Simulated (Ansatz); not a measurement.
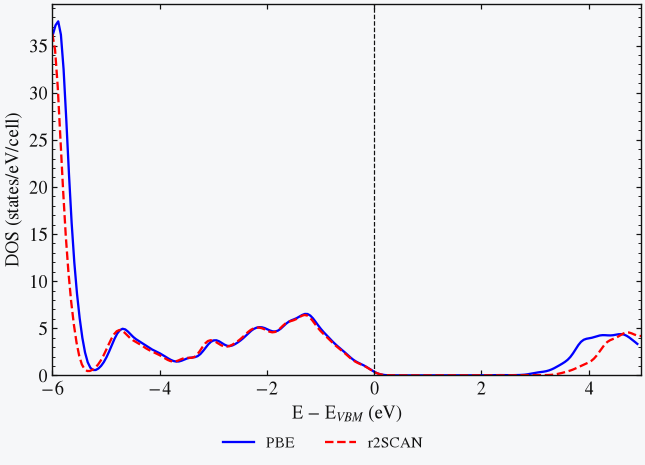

Total densities of states of ZnS, space group R3m, 6 atoms in the cell, by two methods on the same cell. The curves are built from the levels of the k mesh with Gaussians 0.3 eV wide, which also blur the band edges. Each is counted from its own valence-band top.

Question: How do the methods compare?

Answer: PBE gives a gap of 2.19 eV and r2SCAN gives a gap of 2.76 eV.

Settings. PBE: DFT, PBE, plane waves, PAW, no spin polarisation, 8×8×8 k mesh, 420 eV cutoff, Fermi-Dirac smearing of 0.02 eV (Ansatz 0.2.0). r2SCAN: DFT, r2SCAN, plane waves, PAW, no spin polarisation, 8×8×8 k mesh, 500 eV cutoff (Ansatz 0.2.0).
